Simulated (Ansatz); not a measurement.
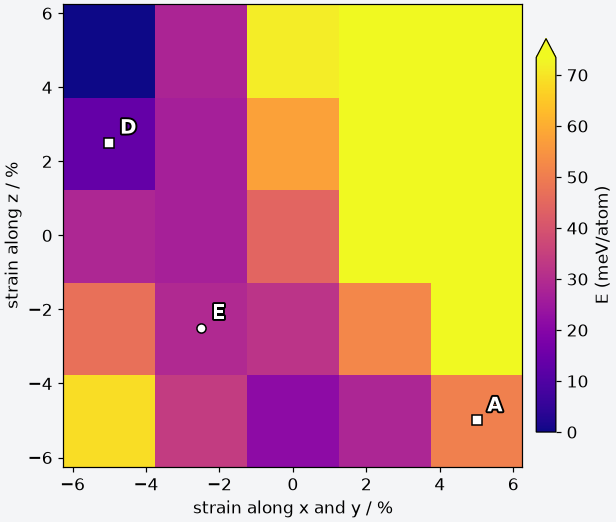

S (Fm-3m, No. 225; 1 atom in the cell). 
- The cell is strained homogeneously, by one strain along x and y and another along z, with fractional coordinates fixed (x, y and z along the cube axes).
- The first coordinate is: strain along x and y; the second: strain along z.
- The grid has 5 × 5 points.
- Energies: meV/atom, counted from the lowest grid point.
- The reference cell is the one listed in the database, not relaxed at this level.
- These are results of DFT PBEsol, scalar-relativistic, plane waves, PAW (Ansatz 0.2.0), not measurements. Settings: cutoff 420 eV, k-mesh 20×20×20, gaussian smearing 0.15 eV, no spin polarisation.

The picture shows one coloured cell a grid point, one colour for all values above the top of the scale, lettered points.

### Is A the lowest point of the computed grid?

No. A lies 51 meV/atom above the lowest grid point, which is at strain along x and y = −5.0 %, strain along z = 5.0 %.

### Rank the lettered points by energy, lowest first.

D (14 meV/atom), E (29 meV/atom), A (51 meV/atom).
